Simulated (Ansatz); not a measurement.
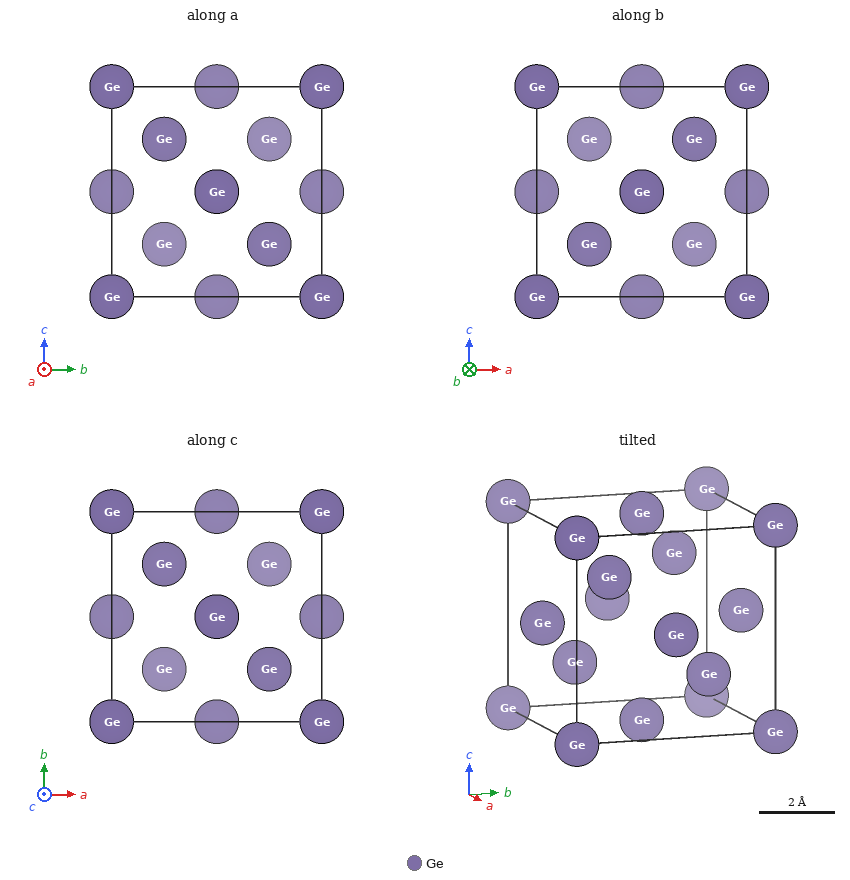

We look at a spheres-only model of the crystal along the a axis, along the b axis, along the c axis and slightly off an axis. The frame is the conventional unit cell; atoms at its boundary are shown with their periodic copies.

Lattice parameters: a = 5.674 Å, b = 5.674 Å, c = 5.674 Å, α = 90.00°, β = 90.00°, γ = 90.00°. Put a along x and b in the xy plane.

### From the views, write a POSCAR file.

```
Ge
1.0
     5.674    0.000    0.000
     0.000    5.674    0.000
     0.000    0.000    5.674
Ge
8
Direct
  0.0000 0.0000 0.0000
  0.2500 0.7500 0.7500
  0.0000 0.5000 0.5000
  0.2500 0.2500 0.2500
  0.5000 0.0000 0.5000
  0.7500 0.7500 0.2500
  0.5000 0.5000 0.0000
  0.7500 0.2500 0.7500
```

The cell started as a structure type filled with this element by a generator (whether the element takes this form wasn't checked). Earlier steps of the study may have refined or changed the cell and positions. A calculation with Ansatz used it as input.
